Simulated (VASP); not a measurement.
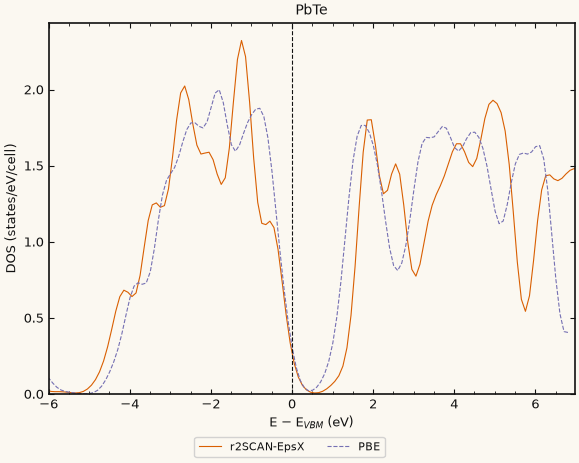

Total densities of states of rocksalt PbTe, space group Fm-3m, 2 atoms in the primitive cell (cubic a = 6.462 Å), by two methods on the same cell. The DOS curves are built from the levels of the k mesh with Gaussians 0.55 eV wide, which also blur the band edges; ripples of that width can come from the mesh. Each is counted from its own valence-band top.

### How do the methods compare?

r2SCAN-EpsX gives a gap of 1.13 eV and PBE gives a gap of 0.73 eV. No single filled peak stands out in both curves.

Settings. r2SCAN-EpsX: a hybrid whose share of exact exchange is set to 1/ε∞, VASP PAW PBE potentials, release 64 (Pb_d, Te), no spin polarisation, no spin-orbit coupling, 6×6×6 k mesh, 520 eV cutoff, Gaussian smearing of 0.02 eV (VASP). PBE: VASP PAW PBE potentials, release 64 (Pb_d, Te), no spin polarisation, no spin-orbit coupling, 7×7×7 k mesh, 520 eV cutoff, Fermi-Dirac smearing of 0.05 eV (VASP 6.6.1).

Gaps are the smallest over all k points computed. Spin-orbit coupling is left out, which matters for Pb and Te. PBE: the mesh misses the band edges, which the band path finds closer together. r2SCAN-EpsX: the PAW data sets were made with another functional.
